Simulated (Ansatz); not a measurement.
# Run report: Ir3O, geometry relaxation (part 1 of 2)

Ir3O (P6/mmm, 4 atoms in the cell), computed with DFT PBE, scalar-relativistic, plane waves, PAW, no spin polarisation (Ansatz 0.2.0).

The structure was made by a generator, so it may or may not be a known phase. Figures and captions count atoms from 1; the log counts them from 0 in places.

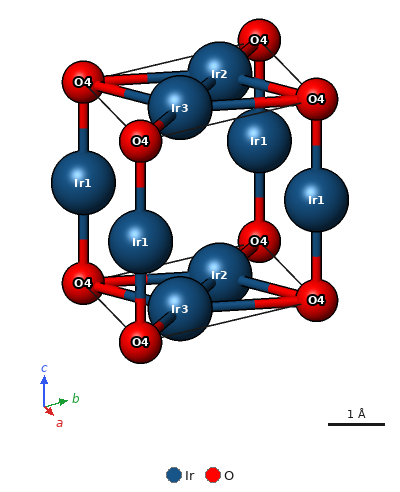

Figure 1. The starting structure (ball-and-stick view of the cell of the calculation, seen slightly off an axis; atoms are numbered from 1 in the order of the input).

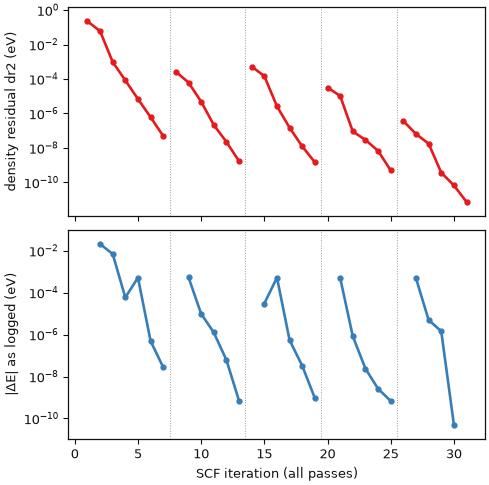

Figure 2. Convergence of the self-consistent field: density residual dr2 and size of the energy change against the SCF iteration. The dotted lines part the SCF passes of the relaxation: geometry steps, rejected trials and re-solves on a re-selected basis. The 5 passes take 6 to 7 iterations each, 31 in all.

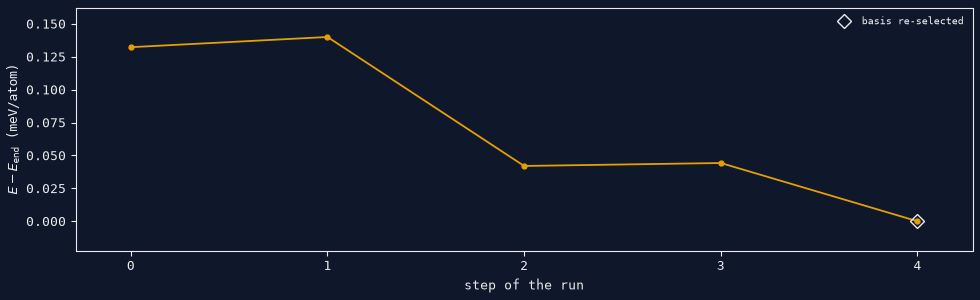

Figure 3. Progress of the relaxation, step by step (the first geometry is step 0 here and step 1 in the log). Over 3 geometry steps the energy falls by 0.1 meV per atom. All forces vanish by symmetry, so only the cell relaxes. The pressure goes from 0.29 to 0.00 GPa. The atoms keep their places relative to the cell (all moves are under 0.005 Å). A last SCF at the same geometry on a re-selected plane-wave basis shifts the energy by next to nothing (0.0 meV per atom).

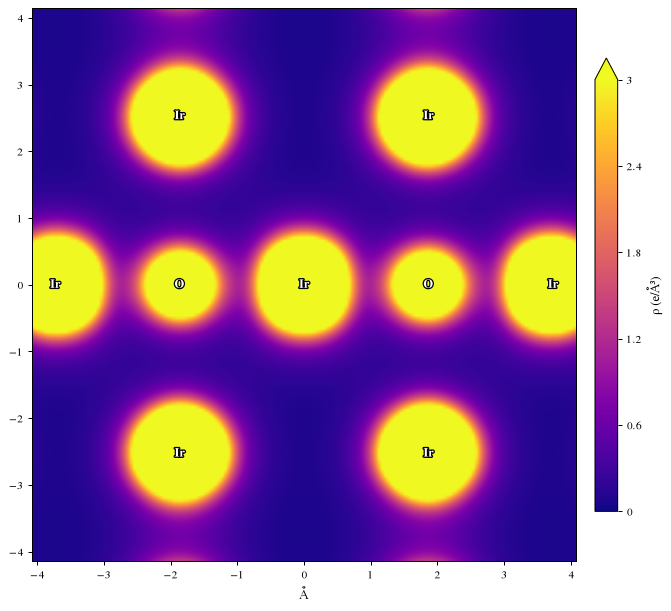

Figure 4. Valence pseudo-density on the (110) plane of the conventional cell. The plane passes through Ir and O nuclei. Ir–O (1.86 Å): the density is about 1.2 e/Å³ at the midpoint. Away from the nuclei the density in this plane falls to 0.07 e/Å³ at its lowest. The fields are those of the smooth PAW valence density.

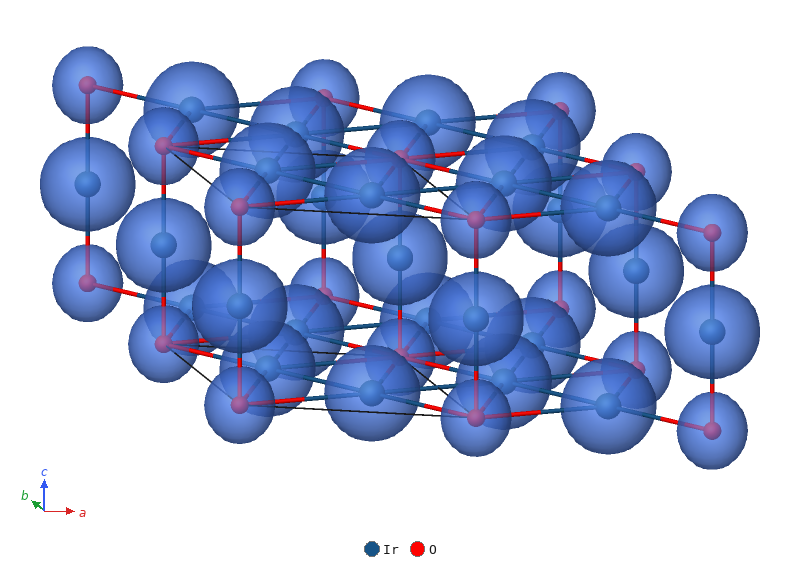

Figure 5. Isosurface of the valence charge density (pseudo) at 1.5 e/Å³ (blue), seen slightly off an axis. Sticks mark near contacts. The outline is the cell set on symmetry axes. At this value the density breaks into separate islands; it holds about 65 % of the electrons treated as valence (semicore included). It is pinched off along the Ir–O (1.86 Å) and Ir–Ir (2.53 Å) contacts. On the grid the lowest density along these lines, outside the cores, is 1.1 e/Å³ (Ir–O, 1.86 Å) and 0.66 e/Å³ (Ir–Ir, 2.53 Å).

These pictures come from the run below.

### Input
```yaml
crystal:
  lattice:
    - [4.3722956, 0.0, 0.0]
    - [-2.1861478, 3.7865190624, 0.0]
    - [0.0, 0.0, 3.7363873434]
  atoms:
    - { symbol: Ir, position: [0.0, 0.0, 0.5] }
    - { symbol: Ir, position: [0.3333333333, 0.6666666667, 0.0] }
    - { symbol: Ir, position: [0.6666666667, 0.3333333333, 0.0] }
    - { symbol: O, position: [0.0, 0.0, 0.0] }
basis:
  ecutwfc: 420
kpoints:
  mp_grid: { grid: [12, 12, 12] }
hamiltonian:
  xc: pbe
scf:
  occupations: { method: gaussian, width: 0.1 }
output:
  forces: true
  stress: true
  eigenvalues: true
  write_density: true
  write_potential: true
  elf: true
  volumetric_format: npy
relax:
  adjacent_minimum: "off"
  f_tol: 0.01
  max_steps: 80
  cell: { stress_tol: 0.05 }
```

Launch command:
```bash
ansatz run input.yaml --threads 1 --pin off --max-ram 2560MiB --backend cpu --events-out ev --progress --plain --runs-dir out
```

### What the program printed
```
Engine: ansatz 0.2.0, aarch64-unknown-linux-gnu
Pseudopotentials: kind: paw
Pseudopotential: Ir, paw, valence charge 17, recommended cutoff 420 eV (normal), Ir.paw.azcp
Pseudopotential: O, paw, valence charge 6, recommended cutoff 420 eV (normal), O.paw.azcp
Functional definition: PBE
  parameter kappa = 0.804
  parameter beta = 0.06672455060314922
  exchange = pbe_x(kappa = kappa, mu = beta*pi^2/3)
  correlation = pbe_c(beta = beta)
Crystal: 4 atoms, lattice volume = 61.859 Å³
Basis set: ecut = 420 eV, 1219 PW (Γ), exchange–correlation on 60×60×50 points (8 copies of the dense FFT grid, shifted against one another)
Bands: 35, of which v1, the nominal top of the filled ones, is band 29 counted from 1 (28 counted from 0)
Symmetry: 24 space group operations
Space group: P6/mmm (ITA 191), of the structure as read, at distance tolerance 4.0e-5 Å
k-points: 133 of 1728
Non-local potential: Ir, projectors of the file, l = 0: 3, l = 1: 2, l = 2: 2, l = 3: 1
Non-local potential: O, projectors of the file, l = 0: 2, l = 1: 2, l = 2: 1
PAW form: soft (Blöchl's): semilocal exchange-correlation on the pseudo side does not see the compensation charge
PAW one-centre angular grid: Ir, 590 points (default); XC on 64 Gauss nodes
PAW one-centre angular grid: O, 110 points (default); XC on 64 Gauss nodes
Initial density: superposition of atomic densities (neutral atoms: chi_scale 0, normalization atom), corrected by the library's trained network
Initial wavefunctions: pseudopotential atomic-orbital guess
Functional: x = pbe(κ = 0.804, μ = 0.2195149727645171), c = pbe(β = 0.06672455060314922)
SCF iter   1: F=—  HF=-36365.792040 eV  |F-HF|=—  |Δ(HF+E_count)|=         —  Δρ=1.97e-2  dr2=2.24e-1  ethr=1.77e-3  ⟨swp⟩=5.4  Hψ=17188  notcnv=0
preconditioner: auto → Kerker (q_TF=auto, 2.691 Å⁻¹)  [metal: Δε(μ)=0.009 eV  Ē_g=7.375 eV  σ=0.100 eV  W_gap=0.05  n_scr=20 (ndim 8)  ℏωp=27.1 eV  f_vac=0.000  D(μ)=7.82/eV (n_scr^D=130)]
SCF iter   2: F=—  HF=-36365.771123 eV  |F-HF|=—  |Δ(HF+E_count)|=   2.09e-2  Δρ=1.00e-2  dr2=6.04e-2  ethr=3.93e-4  ⟨swp⟩=1.0  Hψ=5719  notcnv=0
SCF iter   3: F=—  HF=-36365.764127 eV  |F-HF|=—  |Δ(HF+E_count)|=   7.00e-3  Δρ=1.01e-3  dr2=9.78e-4  ethr=1.06e-4  ⟨swp⟩=1.4  Hψ=4633  notcnv=0
SCF iter   4: F=—  HF=-36365.764068 eV  |F-HF|=—  |Δ(HF+E_count)|=   5.89e-5  Δρ=2.74e-4  dr2=8.36e-5  ethr=1.72e-6  ⟨swp⟩=2.0  Hψ=5432  notcnv=0
SCF iter   5: F=—  HF=-36365.763550 eV  |F-HF|=—  |Δ(HF+E_count)|=   5.18e-4  Δρ=9.39e-5  dr2=6.93e-6  ethr=1.47e-7  ⟨swp⟩=2.2  Hψ=6406  notcnv=0
SCF iter   6: F=—  HF=-36365.763551 eV  |F-HF|=—  |Δ(HF+E_count)|=   4.92e-7  Δρ=2.28e-5  dr2=6.13e-7  ethr=1.22e-8  ⟨swp⟩=2.4  Hψ=6721  notcnv=0
SCF iter   7: F=-36365.763551 eV  HF=-36365.763551 eV  |F-HF|=3.24e-8  |Δ(HF+E_count)|=   2.74e-8  Δρ=6.57e-6  dr2=4.92e-8  ethr=1.75e-10  ⟨swp⟩=10.6  Hψ=28466  notcnv=0
SCF 1 converged in 7 iterations: F = -36365.763551 eV  dr2 = 4.92e-8
  greatest PAW one-centre occupation: 1.000 electrons in one spin orbital (limit 2), on the Ir atom at site 2 (counted from 0), in its partial waves of l = 0
relax step   1: F+E_penalty+E_count = -36365.76355082 eV  Δ(F+E_penalty+E_count) = +0.000e0 eV  max|allowed force component| = 4.626e-18 eV/Å  Δτ_max = 0.0000 Å  P = +0.291 GPa  Ω = 61.859 Å³  (7 SCF iters, dr2 threshold 1.00e-7 eV, accepted)
Crystal: 4 atoms, lattice volume = 62.097 Å³
Basis set: ecut = 420 eV, 1231 PW (Γ), exchange–correlation on 60×60×50 points (8 copies of the dense FFT grid, shifted against one another)
Initial density: handed on by an earlier stage of this run
Initial wavefunctions: those handed on with the density
iter 1 solved again at ethr=5.54e-7 eV; its pass at ethr=3.10e-3 eV (dr2=3.16e-4 eV) is discarded
SCF iter   1: F=—  HF=-36365.764073 eV  |F-HF|=—  |Δ(HF+E_count)|=         —  Δρ=6.14e-4  dr2=2.67e-4  ethr=5.54e-7  ⟨swp⟩=2.2  Hψ=19394  notcnv=0
preconditioner: auto → Kerker (q_TF=auto, 2.690 Å⁻¹)  [metal: Δε(μ)=0.008 eV  Ē_g=7.350 eV  σ=0.100 eV  W_gap=0.05  n_scr=20 (ndim 8)  ℏωp=27.1 eV  f_vac=0.000  D(μ)=7.63/eV (n_scr^D=118)]
SCF iter   2: F=—  HF=-36365.763531 eV  |F-HF|=—  |Δ(HF+E_count)|=   5.42e-4  Δρ=2.68e-4  dr2=6.26e-5  ethr=4.68e-7  ⟨swp⟩=1.5  Hψ=4722  notcnv=0
SCF iter   3: F=—  HF=-36365.763521 eV  |F-HF|=—  |Δ(HF+E_count)|=   9.82e-6  Δρ=7.22e-5  dr2=4.90e-6  ethr=1.10e-7  ⟨swp⟩=1.4  Hψ=4704  notcnv=0
iter 4 did not close the SCF: its close was put off for the readings that it lacked (scf_convergence_deferred on its scf_iter line)
SCF iter   4: F=-36365.763520 eV  HF=-36365.763520 eV  |F-HF|=1.08e-7  |Δ(HF+E_count)|=   1.26e-6  Δρ=1.64e-5  dr2=2.16e-7  ethr=8.59e-9  ⟨swp⟩=1.8  Hψ=5164  notcnv=0
iter 5 did not close the SCF: its close was put off for the readings that it lacked (scf_convergence_deferred on its scf_iter line)
SCF iter   5: F=-36365.763520 eV  HF=-36365.763520 eV  |F-HF|=9.56e-9  |Δ(HF+E_count)|=   6.13e-8  Δρ=4.97e-6  dr2=2.26e-8  ethr=3.78e-10  ⟨swp⟩=2.1  Hψ=6472  notcnv=0
SCF iter   6: F=-36365.763520 eV  HF=-36365.763520 eV  |F-HF|=3.64e-10  |Δ(HF+E_count)|=  6.91e-10  Δρ=1.42e-6  dr2=1.70e-9  ethr=3.97e-11  ⟨swp⟩=5.5  Hψ=25247  notcnv=0
SCF 2 converged in 6 iterations: F = -36365.763520 eV  dr2 = 1.70e-9
relax step   2: F+E_penalty+E_count = -36365.76351969 eV  Δ(F+E_penalty+E_count) = +3.113e-5 eV  max|allowed force component| = 2.544e-17 eV/Å  Δτ_max = 0.0000 Å  P = -0.443 GPa  Ω = 62.097 Å³  energy of the carried Pulay correction = -3.477e-4 eV  (6 SCF iters, dr2 threshold 4.00e-7 eV, accepted)
Crystal: 4 atoms, lattice volume = 61.956 Å³
iter 1 solved again at ethr=9.32e-7 eV; its pass at ethr=3.10e-3 eV (dr2=5.31e-4 eV) is discarded
SCF iter   1: F=—  HF=-36365.764464 eV  |F-HF|=—  |Δ(HF+E_count)|=         —  Δρ=6.60e-4  dr2=5.31e-4  ethr=9.32e-7  ⟨swp⟩=2.0  Hψ=18837  notcnv=0
preconditioner: auto → Kerker (q_TF=auto, 2.691 Å⁻¹)  [metal: Δε(μ)=0.010 eV  Ē_g=7.367 eV  σ=0.100 eV  W_gap=0.05  n_scr=20 (ndim 8)  ℏωp=27.1 eV  f_vac=0.000  D(μ)=7.63/eV (n_scr^D=118)]
SCF iter   2: F=—  HF=-36365.764434 eV  |F-HF|=—  |Δ(HF+E_count)|=   3.03e-5  Δρ=3.24e-4  dr2=1.48e-4  ethr=9.31e-7  ⟨swp⟩=1.0  Hψ=4655  notcnv=0
SCF iter   3: F=—  HF=-36365.763913 eV  |F-HF|=—  |Δ(HF+E_count)|=   5.21e-4  Δρ=4.95e-5  dr2=2.63e-6  ethr=2.60e-7  ⟨swp⟩=1.7  Hψ=4748  notcnv=0
iter 4 did not close the SCF: its close was put off for the readings that it lacked (scf_convergence_deferred on its scf_iter line)
SCF iter   4: F=-36365.763912 eV  HF=-36365.763912 eV  |F-HF|=1.04e-7  |Δ(HF+E_count)|=   5.41e-7  Δρ=1.10e-5  dr2=1.49e-7  ethr=4.61e-9  ⟨swp⟩=2.0  Hψ=5620  notcnv=0
iter 5 did not close the SCF: its close was put off for the readings that it lacked (scf_convergence_deferred on its scf_iter line)
SCF iter   5: F=-36365.763912 eV  HF=-36365.763912 eV  |F-HF|=5.84e-9  |Δ(HF+E_count)|=   3.24e-8  Δρ=4.16e-6  dr2=1.23e-8  ethr=2.61e-10  ⟨swp⟩=2.0  Hψ=5983  notcnv=0
SCF iter   6: F=-36365.763912 eV  HF=-36365.763912 eV  |F-HF|=6.26e-10  |Δ(HF+E_count)|=  9.24e-10  Δρ=1.25e-6  dr2=1.48e-9  ethr=2.16e-11  ⟨swp⟩=5.2  Hψ=25687  notcnv=0
SCF 3 converged in 6 iterations: F = -36365.763912 eV  dr2 = 1.48e-9
relax step   3: F+E_penalty+E_count = -36365.76391239 eV  Δ(F+E_penalty+E_count) = -3.927e-4 eV  max|allowed force component| = 1.850e-17 eV/Å  Δτ_max = 0.0000 Å  P = +0.073 GPa  Ω = 61.956 Å³  energy of the carried Pulay correction = -1.478e-4 eV  (6 SCF iters, dr2 threshold 4.00e-7 eV, accepted)
Crystal: 4 atoms, lattice volume = 61.973 Å³
iter 1 solved again at ethr=5.73e-8 eV; its pass at ethr=3.10e-3 eV (dr2=3.26e-5 eV) is discarded
```
